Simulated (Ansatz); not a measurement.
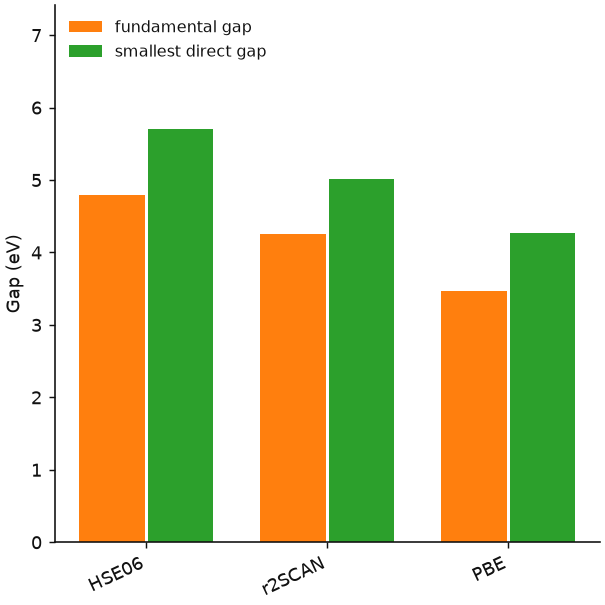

Gaps of AlN, space group R-3m (No. 166), 2 atoms in the cell, rocksalt type, epitaxial (111) strain +4.0%, at several levels of theory on one cell (Ansatz, plane waves and PAW; edges over the mesh and the special points).

> How does the gap depend on the level, and does its kind change?

In rising order: PBE 3.47 eV, r2SCAN 4.26 eV and HSE06 4.79 eV. It is indirect at every level.
